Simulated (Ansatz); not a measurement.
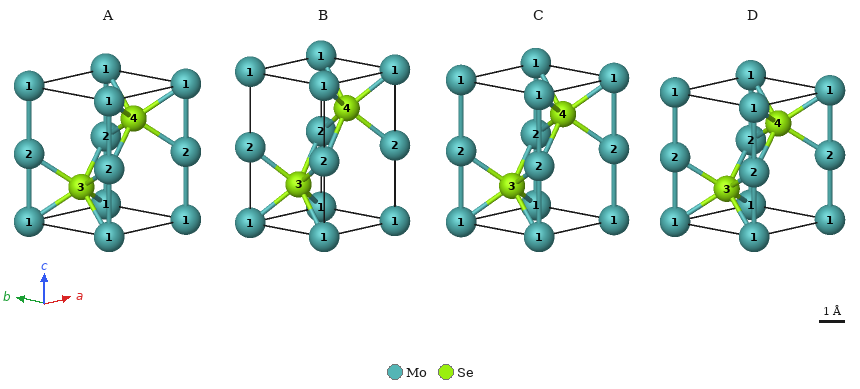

4 geometries from one relaxation of solid MoSe (built on the nickel arsenide type) (coarse preliminary run), in shuffled order. A ball-and-stick model of the cell of the calculation, seen from a free direction.

These are results of Ansatz 0.2.0, DFT PBEsol, scalar-relativistic, plane waves, PAW, not measurements. Set-up: plane-wave cutoff 420 eV; k-point mesh 6 × 6 × 4; occupations gaussian; smearing width 0.1 eV; collinear spin; cell and atoms relaxed; force threshold 0.05 eV/Å; at most 80 steps.

**Put them in the order of the run, from the start to the converged end.**

D, A, C, B. They are steps 0, 1, 2, 7, at +0.702 eV per cell of the calculation, +0.464 eV per cell of the calculation, +0.224 eV per cell of the calculation relative to the last. After 5 accepted moves (7 points after the start) the energy has fallen by 0.702 eV per cell of the calculation. All forces vanish by symmetry, so only the cell relaxes. The pressure goes from 12.71 to 0.19 GPa. The line search rejected the trial step at point 5 of the run. At 1 point the geometry stayed and the basis and grid were re-selected for the new cell (energy shift of 5.8 meV per cell of the calculation at most each time). No atom moves by more than 0.005 Å relative to the cell. The drawn cell changes as follows: a = b 3.631 → 3.390 Å (−6.6 %), c 5.628 → 6.574 Å (+16.8 %); the volume changes by +1.8 %. Near-neighbour distances that change, for instance: Mo1–Mo2 2.814 → 3.287 Å, Mo1–Se3 2.525 → 2.556 Å. Bond angles that change, for instance: Mo1–Se3–Mo2 67.7° → 80.0°, Se3–Mo1–Se4 88.0° → 96.9°, Mo1–Se3–Mo1 92.0° → 83.1°. The space group stays P6_3/mmc (No. 194). The program noted that the starting moments weren't kept.
